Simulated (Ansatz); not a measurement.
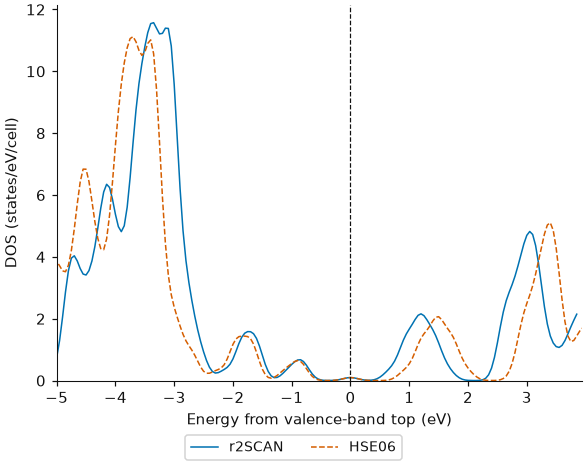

Total densities of states of CsSnBr₃, space group Pm-3m, 5 atoms in the cell, cubic perovskite type, by two methods on the same cell. The curves are built from the levels of the k mesh with Gaussians 0.3 eV wide, which also blur the band edges. Each is counted from its own valence-band top.

How do the methods compare?

r2SCAN gives a gap of 0.68 eV and HSE06 gives a gap of 0.94 eV. In the window shown, the tallest filled peak lies at −3.3 eV in r2SCAN and −3.7 eV in HSE06.

Settings. r2SCAN: DFT, r2SCAN, plane waves, PAW, no spin polarisation, 4×4×4 k mesh, 500 eV cutoff (Ansatz 0.2.0). HSE06: DFT, HSE06, plane waves, PAW, no spin polarisation, 4×4×4 k mesh, 420 eV cutoff (Ansatz).
